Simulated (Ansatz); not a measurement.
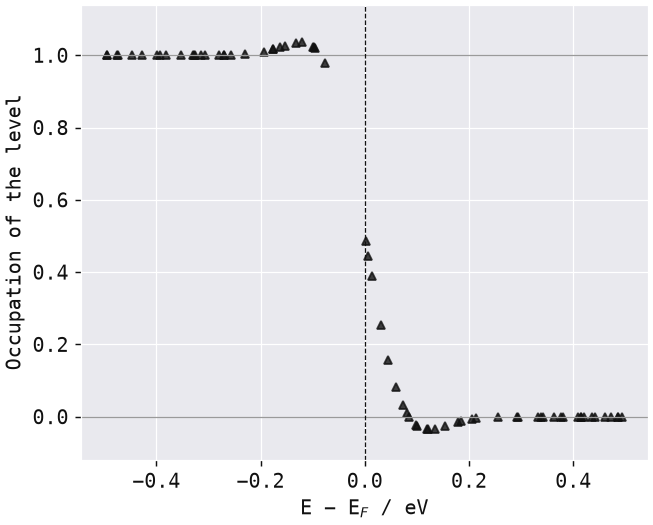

Occupations of the one-electron levels of the k mesh against their energy, from a run on Si, space group P6/mmm, 1 atom in the cell, with Ansatz.

Q: Name the smearing function and its width.

A: Methfessel-Paxton smearing with a width of 0.1 eV. The occupations overshoot on both sides, up to 1.035 below the Fermi level and down to −0.035 above it; for the first-order scheme these extremes (±0.035) lie 1.22 widths, here 0.12 eV, from the Fermi level.
